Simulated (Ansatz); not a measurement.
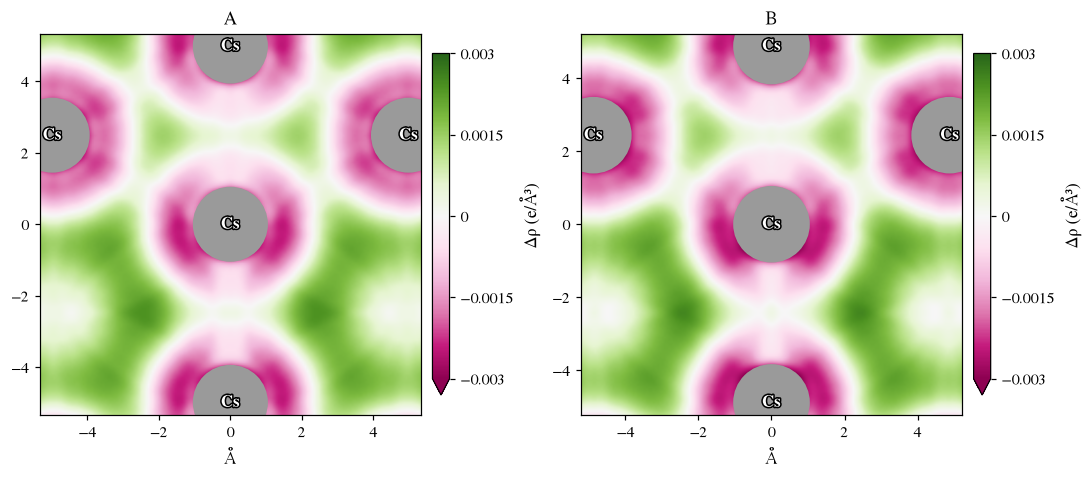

Cs: deformation density on the (001) plane of the conventional cell at two volumes, with the same fractional coordinates and one colour scale. Grey discs cover the cores. Panel B has 94 % of the volume of panel A.

Space group Pm-3n. This isn't the usual form at ambient conditions. The cell comes from a database of computed structures, not from a measurement.

Computed with Ansatz, DFT PBE, scalar-relativistic, plane waves, PAW.

Q: What changes between the database cell and the scaled one?

A: The pressure is −0.1 GPa in A and 0.0 GPa in B.
The rearranged charge is 0.08 e an atom in A and 0.07 e in B.
